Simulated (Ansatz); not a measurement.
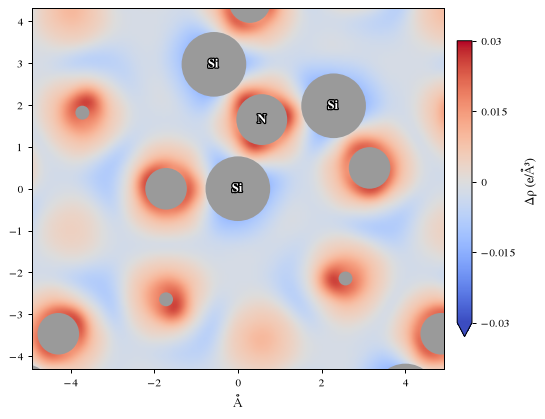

Si$_{3}$N$_{4}$: difference of two self-consistent densities at the same geometry, ρ(r2SCAN) − ρ(PBE), on the (111) plane of the conventional cell. Grey discs cover the cores, where the PAW densities can't be compared. Cores are masked to 0.8 Å (Si) and 0.6 Å (N).

Space group I-43d.

Both runs: Ansatz, scalar-relativistic, plane waves and PAW, same cutoff, k-points and PAW files (made with PBE).

### How does the change of level move the electrons?

Against PBE, and outside the masked cores, the largest gain lies at the edge of the masked core of N, and the largest loss lies at the edge of the masked core of Si.
Bader charges are Si +3.10 and N −2.33 e with PBE and Si +3.19 and N −2.39 e with r2SCAN.
At this volume the pressure is 2 GPa with PBE and −4 GPa with r2SCAN.
The gap on the mesh is 4.07 eV with PBE and 4.69 eV with r2SCAN.

Run times: 32 s (r2SCAN) and 30 s (base cell), on 4 threads of Intel(R) Xeon(R) 6975P-C (Granite Rapids), with other jobs on the host.
